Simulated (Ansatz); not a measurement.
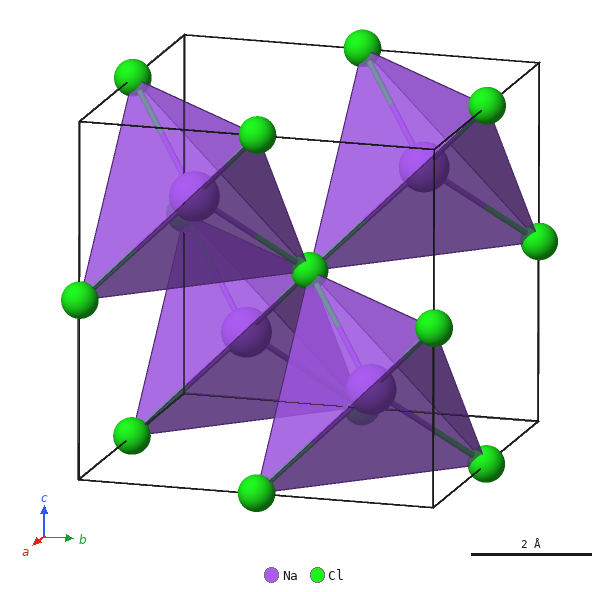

Structure drawing (polyhedral), viewed slightly off an axis. The drawn cell (a repeat of the simulation cell) is outlined; an atom on or near a face, edge or corner is repeated at each equivalent position.

NaCl, a = 6.149 Å, b = 6.149 Å, c = 6.149 Å, α = 90.47°, β = 90.47°, γ = 90.47°. Strictly the space group is R3m (No. 160, within 0.01 Å). It is a distorted form of a face-centred cubic structure, space group F-43m (No. 216) within 0.25 Å: zinc blende (sphalerite type). It goes back to a structure type filled with these elements by a generator (whether the compound takes this form wasn't checked). The cell was then strained or its atoms displaced on purpose. Ansatz was used for an electronic-structure calculation on it.

This one geometry was computed with Ansatz (DFT, plane waves, PAW) at three levels of theory: r2SCAN, PBE and HSE06. It was relaxed with r2SCAN and then strained.

### How does the band gap change with the level of theory?

PBE: a gap of 4.95 eV, direct; r2SCAN: a gap of 5.56 eV, direct; HSE06: a gap of 6.26 eV, direct.

### Collect the results in a table.

| level | cutoff (eV) | k-mesh of the run's cell | gap (eV) | pressure (GPa) |
| --- | --- | --- | --- | --- |
| r2SCAN | 500 | 8×8×8 | 5.56 | 0.3 |
| PBE | 420 | 8×8×8 | 4.95 | 1.0 |
| HSE06 | 420 | 6×6×6 | 6.26 | 0.6 |

Gaps are taken on the k-mesh or band path of each run.
